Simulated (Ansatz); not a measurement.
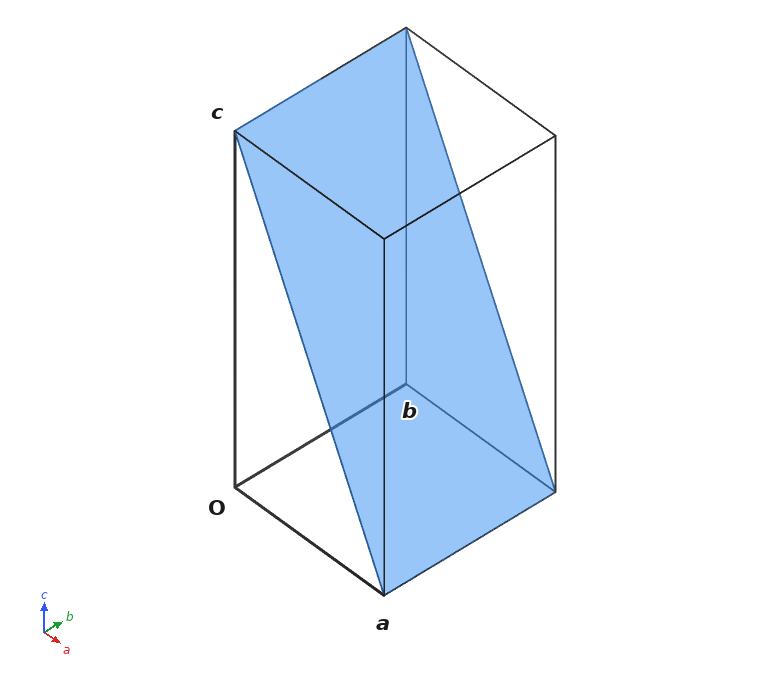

Crystal: MgO, the end point of a relaxation with Ansatz 0.2.0, DFT, HSE06, plane waves, PAW; the starting structure was generated, so it need not be a known form of this composition. Every member of one family of equally spaced planes, hx + ky + lz = a whole number, that cuts the unit cell is shaded (one member passes through the origin O, touching the cell only at an edge or corner). Symmetry computed with spglib at a tolerance of 0.002 Å; standard conventional cell.

a = 3.484 Å, b = 3.484 Å, c = 4.184 Å, α = 90.00°, β = 90.00°, γ = 120.00°.

What are the Miller indices?

Answer. (1 0 1), in four indices (1 0 −1 1); the opposite sign names the same planes. The member next to the origin meets the axes a at 1, b never, c at 1.

What is the spacing?

Answer. d = 2.447 Å.

The space group is No. 194, P6_3/mmc. How many reflections hkl are equivalent to this one (itself included), and does it occur?

Answer. 12 reflections are equivalent in the Laue class 6/mmm. The space group allows the reflection.
